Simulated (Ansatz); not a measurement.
ZnCu

Input

```
crystal:
  lattice:
    - [2.945, 0.0, 0.0]
    - [0.0, 2.945, 0.0]
    - [0.0, 0.0, 2.945]
  atoms:
    - { symbol: Zn, position: [0.49681, 0.499396, 0.507865] }
    - { symbol: Cu, position: [0.019019, 0.993904, 0.027985] }
hamiltonian:
  xc: { exchange: rpw86, correlation: pbe }
  pseudopotentials: { kind: paw, source: ansatz }
  dispersion: d4
kpoints:
  mp_grid: { grid: [7, 7, 7] }
  band_path:
    path:
      - [[0.0, 0.0, 0.0], [0.0, 0.5, 0.0], [0.5, 0.5, 0.0], [0.0, 0.0, 0.0], [0.5, 0.5, 0.5], [0.0, 0.5, 0.0]]
      - [[0.5, 0.5, 0.0], [0.5, 0.5, 0.5]]
    npoints: 14
scf:
  occupations: { method: gaussian, width: 0.01 }
  n_extra_bands: 6
output:
  forces: true
  stress: true
  eigenvalues: true
  fatbands: false
  write_density: true
  write_potential: true
  elf: true
  volumetric_format: npy
```

Launched as:

```sh
ansatz run input.yaml --threads 2 --pin off --max-ram 5120MiB --backend cpu --events-out ev --progress --plain --runs-dir out
```

Below, planes, directions and counts refer to the conventional cell (a = 4.16 Å, b = 4.16 Å, c = 2.94 Å, α = 90.00°, β = 90.00°, γ = 90.00°).

Space group Cm; changed on purpose from its base cell (atoms moved at random by about 0.1 A); not relaxed (largest force 0.4 eV/Å).

These are results of Ansatz, Kohn-Sham DFT of a periodic cell, rPW86-PBE with D4, Ansatz PAW earlier set, not measurements.

Question: What will maps of the valence pseudo-density and electron localisation function show?

Answer: Zn–Cu (2.54 Å): ρ is about 0.27 e/Å³ halfway; the ELF is about 0.25 at the midpoint (no localised pair shows between them).

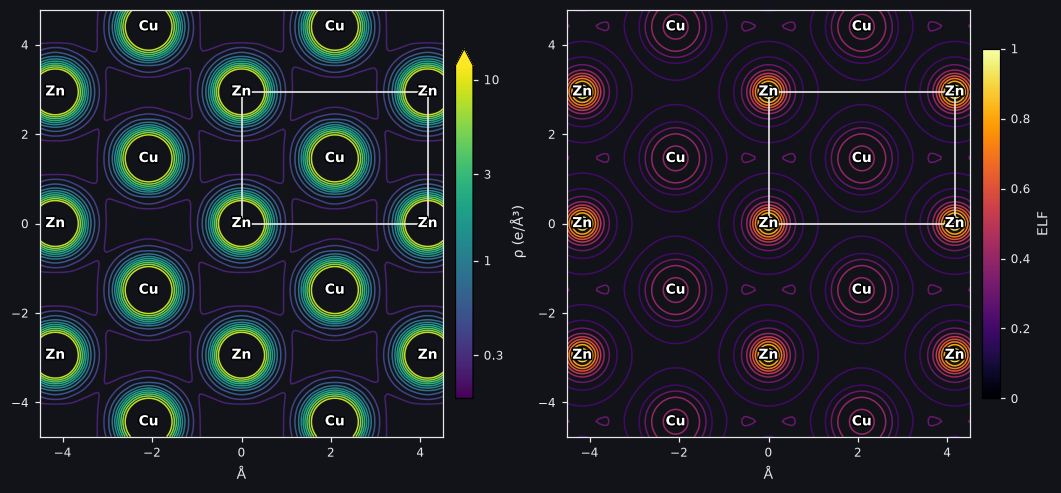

Computed valence pseudo-density and electron localisation function on the (100) plane of the conventional cell, in this order. 

In a PAW calculation such maps are meaningful between the atoms, not at the nuclei.
